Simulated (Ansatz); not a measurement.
**Two runs on PtSe2**

System: PtSe2 (slab, 12 atoms in the cell).
Method of run A: DFT PBE+D3(BJ), scalar-relativistic, plane waves, PAW, no spin polarisation (Ansatz 0.2.0).

The structure derives from an entry of the Crystallography Open Database. Text and figures count atoms from 1; the logs count them from 0 in places.

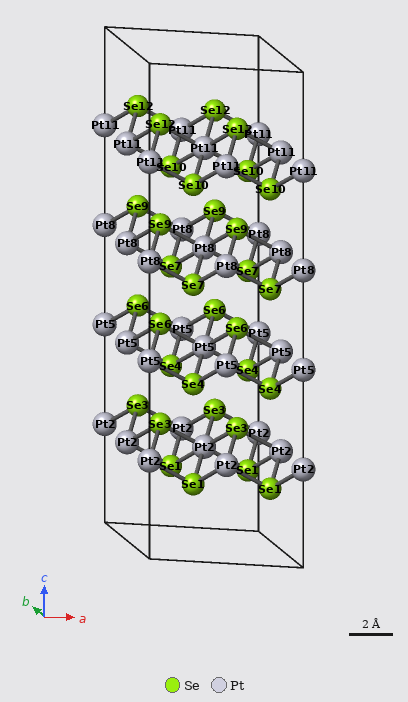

**Figure 1.** The structure as given in the input (ball-and-stick view of the 2 × 2 repeat of the cell, with the vacuum cut short, seen slightly off an axis; atoms are numbered from 1 in the order of the input). Near neighbours in the crystal (not all of them lie inside the picture): Se has 3 Pt at 2.52 to 2.53 Å; Pt has 6 Se at 2.52 to 2.53 Å.

### Input file, run A
```yaml
crystal:
  lattice:
    - [3.7540632127, 0.0, 0.0]
    - [-1.8770316063, 3.2511141096, 0.0]
    - [0.0, 0.0, 60.0613416738]
  atoms:
    - { symbol: Se, position: [0.6666666667, 0.3333333333, 0.3565263321] }
    - { symbol: Pt, position: [0.0, 0.0, 0.3783553049] }
    - { symbol: Se, position: [0.3333333333, 0.6666666667, 0.3996315086] }
    - { symbol: Se, position: [0.6666666667, 0.3333333333, 0.4380673558] }
    - { symbol: Pt, position: [0.0, 0.0, 0.4595325872] }
    - { symbol: Se, position: [0.3333333333, 0.6666666667, 0.4809991998] }
    - { symbol: Se, position: [0.6666666667, 0.3333333333, 0.5190008002] }
    - { symbol: Pt, position: [0.0, 0.0, 0.5404674128] }
    - { symbol: Se, position: [0.3333333333, 0.6666666667, 0.5619326442] }
    - { symbol: Se, position: [0.6666666667, 0.3333333333, 0.6003684914] }
    - { symbol: Pt, position: [0.0, 0.0, 0.6216446951] }
    - { symbol: Se, position: [0.3333333333, 0.6666666667, 0.6434736679] }
  periodic: [true, true, false]
basis:
  ecutwfc: 420
kpoints:
  mp_grid: { grid: [12, 12, 1] }
  band_path:
    path:
      - [0.0, 0.0, 0.0]
      - [0.05, 0.0, 0.0]
      - [0.1, 0.0, 0.0]
      - [0.15, 0.0, 0.0]
      - [0.2, 0.0, 0.0]
      - [0.25, 0.0, 0.0]
      - [0.3, 0.0, 0.0]
      - [0.35, 0.0, 0.0]
      - [0.4, 0.0, 0.0]
      - [0.45, 0.0, 0.0]
      - [0.5, 0.0, 0.0]
      - [0.4833333333, 0.0333333333, 0.0]
      - [0.4666666667, 0.0666666667, 0.0]
      - [0.45, 0.1, 0.0]
      - [0.4333333333, 0.1333333333, 0.0]
      - [0.4166666667, 0.1666666667, 0.0]
      - [0.4, 0.2, 0.0]
      - [0.3833333333, 0.2333333333, 0.0]
      - [0.3666666667, 0.2666666667, 0.0]
      - [0.35, 0.3, 0.0]
      - [0.3333333333, 0.3333333333, 0.0]
      - [0.3, 0.3, 0.0]
      - [0.2666666667, 0.2666666667, 0.0]
      - [0.2333333333, 0.2333333333, 0.0]
      - [0.2, 0.2, 0.0]
      - [0.1666666667, 0.1666666667, 0.0]
      - [0.1333333333, 0.1333333333, 0.0]
      - [0.1, 0.1, 0.0]
      - [0.0666666667, 0.0666666667, 0.0]
      - [0.0333333333, 0.0333333333, 0.0]
      - [0.0, 0.25, 0.0]
    npoints: 1
hamiltonian:
  xc: pbe
  dispersion: d3bj
scf:
  occupations: { method: gaussian, width: 0.1 }
  n_extra_bands: 6
output:
  forces: true
  stress: true
  eigenvalues: true
  write_density: true
  write_potential: true
  elf: true
  volumetric_format: npy
```

Launched with:
```bash
ansatz run input.yaml --threads 8 --pin off --max-ram 22528MiB --backend cpu --events-out ev --progress --plain --runs-dir out
```

Hardware: 8 threads of AMD EPYC (Zen 5), 64 GiB of memory available, shared host.

### Output, shortened to warnings, some set-up lines, iterations and results (run A)
```
WARN: The output density's exchange-correlation potential varies sharply where the density is thin. Do not read a vacuum level from v_tot or v_xc, or from such a field of the output density. On a cell that repeats whose density bears no net charge and no dipole along the vacuum's axis use v_es (v_loc + v_h of the components); under efield.dipole_correction with no amplitude use v_es + v_field, …
Basis set: ecut = 420 eV, 14385 PW (Γ), exchange–correlation on 54×54×810 points (8 copies of the dense FFT grid, shifted against one another)
Symmetry: 12 space group operations
k-points: 19 of 144
Initial density: superposition of atomic densities (neutral atoms: chi_scale 0, normalization atom), corrected by the library's trained network
[...]
SCF iter   1: F=—  HF=-93854.394910 eV  |F-HF|=—  |Δ(HF+E_count)|=         —  Δρ=2.14e-3  dr2=5.76e-2  ethr=1.77e-3  ⟨swp⟩=9.8  Hψ=10816  notcnv=0
SCF iter   2: F=—  HF=-93854.387221 eV  |F-HF|=—  |Δ(HF+E_count)|=   7.69e-3  Δρ=2.01e-3  dr2=1.48e-1  ethr=2.88e-5  ⟨swp⟩=3.6  Hψ=5133  notcnv=0  defer=17
SCF iter   3: F=—  HF=-93854.373401 eV  |F-HF|=—  |Δ(HF+E_count)|=   1.38e-2  Δρ=4.55e-4  dr2=1.19e-2  ethr=2.88e-5  ⟨swp⟩=3.0  Hψ=3210  notcnv=0  defer=17
SCF iter   4: F=—  HF=-93854.372320 eV  |F-HF|=—  |Δ(HF+E_count)|=   1.08e-3  Δρ=1.07e-4  dr2=1.20e-4  ethr=5.95e-6  ⟨swp⟩=3.0  Hψ=3201  notcnv=0  defer=17
SCF iter   5: F=—  HF=-93854.372306 eV  |F-HF|=—  |Δ(HF+E_count)|=   1.37e-5  Δρ=2.32e-5  dr2=8.92e-6  ethr=5.98e-8  ⟨swp⟩=3.9  Hψ=4038  notcnv=0  defer=17
SCF iter   6: F=—  HF=-93854.372793 eV  |F-HF|=—  |Δ(HF+E_count)|=   4.87e-4  Δρ=6.38e-6  dr2=3.56e-7  ethr=4.46e-9  ⟨swp⟩=3.1  Hψ=3672  notcnv=0  defer=12
SCF iter   7: F=-93854.372795 eV  HF=-93854.372795 eV  |F-HF|=1.24e-7  |Δ(HF+E_count)|=   1.30e-6  Δρ=1.66e-6  dr2=4.79e-8  ethr=5.00e-11  ⟨swp⟩=21.7  Hψ=23003  notcnv=0
SCF 1 converged in 7 iterations: F = -93854.372795 eV  dr2 = 4.79e-8
  Residual-converged pass: ⟨swp⟩=1.0  Hψ=2090  notcnv=0  max |occ|·‖R‖ = 7.1e-9 eV (tolerance 1.0e-8 eV)  dr2=4.79e-8  dr2_onsite=6.27e-9  max |Δocc| = 2.9e-11
NSCF: frozen V_eff on 31 k-points
WARN: The output density's exchange-correlation potential varies sharply where the density is thin. Do not read a vacuum level from v_tot or v_xc, or from such a field of the output density. On a cell that repeats whose density bears no net charge and no dipole along the vacuum's axis use v_es …
SCF converged after 7 iterations
Free energy (F): -93854.372795 eV
Harris-Foulkes:  -93854.372795 eV  (|F-HF|=1.24e-7)
Internal energy: -93854.359957 eV  (E = F + TS)
E sigma→0 (E₀):  -93854.366376 eV
[...]
```

The input of run B differs as follows (lines with − go, lines with + come):
```diff
-  n_extra_bands: 6
+  n_extra_bands: 12
-  forces: true
-  stress: true
+magnetization:
+  noncollinear: true
+  spin_orbit: true
```

Predict how the results change.

Spin–orbit coupling is switched on. The total energies belong to different models, so their difference says nothing on which is more stable or more accurate. The work function goes from 4.71 to 4.68 eV. The SCF takes 10 iterations against 7. On the same kind of shared host run B took about 13 times as long.

### Output, shortened to warnings, some set-up lines, iterations and results (run B)
```
WARN: The output density's exchange-correlation potential varies sharply where the density is thin. Do not read a vacuum level from v_tot or v_xc, or from such a field of the output density. On a cell that repeats whose density bears no net charge and no dipole along the vacuum's axis use v_es (v_loc + v_h of the components); under efield.dipole_correction with no amplitude use v_es + v_field, …
Basis set: ecut = 420 eV, 14385 PW (Γ)
Symmetry: 12 space group operations + 12 with time reversal
k-points: 19 of 144
Initial density: superposition of atomic densities (neutral atoms: chi_scale 0, normalization atom)
[...]
SCF iter   1: F=—  HF=-93997.147580 eV  |F-HF|=—  |Δ(HF+E_count)|=         —  Δρ=4.70e-2  dr2=1.73e1  dr2_m=0.00e0 (ungated)  ethr=3.10e-3  |M|=0.00e0 ∫|m|=0.00e0 μB  …
SCF iter   2: F=—  HF=-93994.249409 eV  |F-HF|=—  |Δ(HF+E_count)|=    2.90e0  Δρ=1.88e-2  dr2=9.53e-1  dr2_m=0.00e0 (ungated)  ethr=3.10e-3  |M|=0.00e0 ∫|m|=0.00e0 μB  …
SCF iter   3: F=—  HF=-93994.123433 eV  |F-HF|=—  |Δ(HF+E_count)|=   1.26e-1  Δρ=5.41e-3  dr2=1.14e-1  dr2_m=0.00e0 (ungated)  ethr=4.76e-4  |M|=0.00e0 ∫|m|=0.00e0 μB  …
SCF iter   4: F=—  HF=-93994.124748 eV  |F-HF|=—  |Δ(HF+E_count)|=   1.31e-3  Δρ=1.38e-3  dr2=6.82e-2  dr2_m=0.00e0 (ungated)  ethr=5.72e-5  |M|=0.00e0 ∫|m|=0.00e0 μB  …
SCF iter   5: F=—  HF=-93994.113250 eV  |F-HF|=—  |Δ(HF+E_count)|=   1.15e-2  Δρ=3.20e-4  dr2=2.90e-3  dr2_m=0.00e0 (ungated)  ethr=3.41e-5  |M|=0.00e0 ∫|m|=0.00e0 μB  …
SCF iter   6: F=—  HF=-93994.113215 eV  |F-HF|=—  |Δ(HF+E_count)|=   3.50e-5  Δρ=1.34e-4  dr2=2.13e-4  dr2_m=0.00e0 (ungated)  ethr=1.45e-6  |M|=0.00e0 ∫|m|=0.00e0 μB  …
SCF iter   7: F=—  HF=-93994.113319 eV  |F-HF|=—  |Δ(HF+E_count)|=   1.04e-4  Δρ=4.31e-5  dr2=2.89e-5  dr2_m=0.00e0 (ungated)  ethr=1.07e-7  |M|=0.00e0 ∫|m|=0.00e0 μB  …
SCF iter   8: F=—  HF=-93994.113834 eV  |F-HF|=—  |Δ(HF+E_count)|=   5.15e-4  Δρ=1.24e-5  dr2=3.61e-6  dr2_m=0.00e0 (ungated)  ethr=1.44e-8  |M|=0.00e0 ∫|m|=0.00e0 μB  …
SCF iter   9: F=—  HF=-93994.113836 eV  |F-HF|=—  |Δ(HF+E_count)|=   1.61e-6  Δρ=3.09e-6  dr2=2.55e-7  dr2_m=0.00e0 (ungated)  ethr=1.80e-9  |M|=0.00e0 ∫|m|=0.00e0 μB  …
SCF iter  10: F=-93994.113836 eV  HF=-93994.113836 eV  |F-HF|=2.82e-8  |Δ(HF+E_count)|=   1.95e-7  Δρ=1.16e-6  dr2=1.64e-8  dr2_m=0.00e0 (ungated)  ethr=5.00e-11  |M|=0.00e0 …
SCF 1 converged in 10 iterations: F = -93994.113836 eV  dr2 = 1.64e-8
NSCF: frozen V_eff on 31 k-points
WARN: The output density's exchange-correlation potential varies sharply where the density is thin. Do not read a vacuum level from v_tot or v_xc, or from such a field of the output density. On a cell that repeats whose density bears no net charge and no dipole along the vacuum's axis use v_es …
SCF converged after 10 iterations
Magnetization: |M| = 0.0000 μB,  M = (+0.0000, +0.0000, +0.0000) μB
Absolute magnetization: 0.0000 μB (∫|m|)
  site 0: m = (+0.0000, +0.0000, +0.0000) μB, |m| = 0.0000 μB  (R = 1.04 Å)
  site 1: m = (+0.0000, +0.0000, +0.0000) μB, |m| = 0.0000 μB  (R = 1.04 Å)
  site 2: m = (+0.0000, +0.0000, +0.0000) μB, |m| = 0.0000 μB  (R = 1.04 Å)
[...]
```

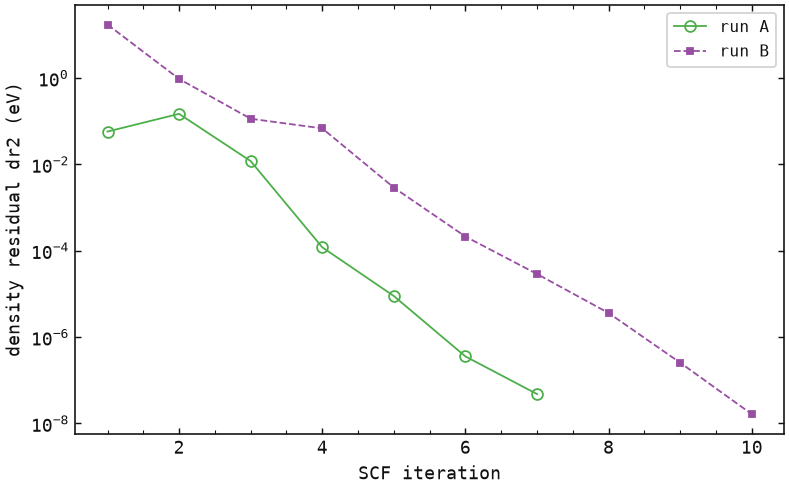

**Figure 2.** Convergence of the two runs: density residual dr2 against the SCF iteration. Run A takes 7 iterations in all, and run B takes 10.

### The two runs side by side

| quantity | run A | run B |
| --- | --- | --- |
| outcome | converged | converged |
| free energy per atom (eV) | −7821.1977 | −7832.8428 |
| energy per atom, smearing taken to zero (eV) | −7821.1972 | −7832.8423 |
| gap on the mesh (eV) | 0.00 | 0.00 |
| work function (eV) | 4.71 | 4.68 |
| largest force (eV/Å) | 0.002 | – |
| SCF iterations | 7 | 10 |
| irreducible k-points | 19 | 19 |
| plane waves at Γ | 14385 | 14385 |
| net moment of the cell (μB) | – | 0.00 |
| absolute moment of the cell (μB) | – | 0.00 |
| wall time (shared host) | 12 s | 2.5 min |

For both runs: Warnings: the exchange-correlation potential is rough where the density is thin. For run A: Spin–orbit coupling is left out, which matters for Pt.
